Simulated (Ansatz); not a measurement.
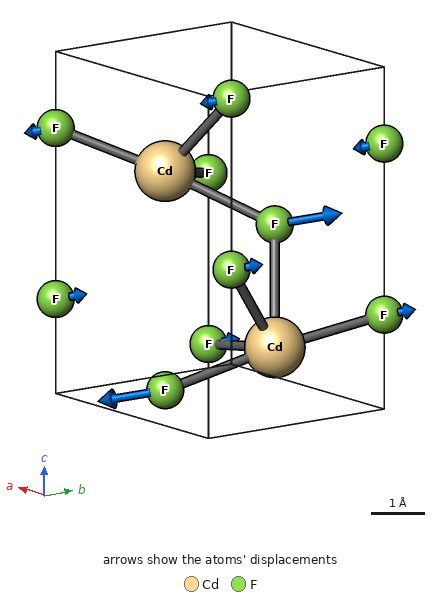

Normal modes of crystalline CdF₂ (a generated structure), at the zone centre. The optical levels lie at 66 (×2), 96, 156, 230 (×2), 234 (×2), 287, 290 (×2), 293 (×2), 301, 307 cm⁻¹. One mode is drawn. The blue arrows give the relative displacements of the atoms. Style: ball-and-stick. Shown: the cell of the calculation, from a free direction.

All numbers below come from DFT PBE+D3(BJ), scalar-relativistic, plane waves, PAW in Ansatz 0.2.0. (plane-wave cutoff 420 eV; k-point mesh 6 × 6 × 4; occupations fixed; no spin polarisation)

Frequencies are those without the non-analytic (LO–TO) term.

Question: To which level does it belong?

Answer: The level at 230 cm⁻¹. This is the E₂ mode (doubly degenerate; one member of the set is drawn), optical level 4 of 10, counted from below, Raman-active by symmetry. The Cd atoms hardly move; all motion is along b; atoms of one kind move against one another, with no net shift of any sublattice; it stretches the Cd–F bonds (2.34 Å); the kinetic energy is shared as F 99 %, Cd 1 %.
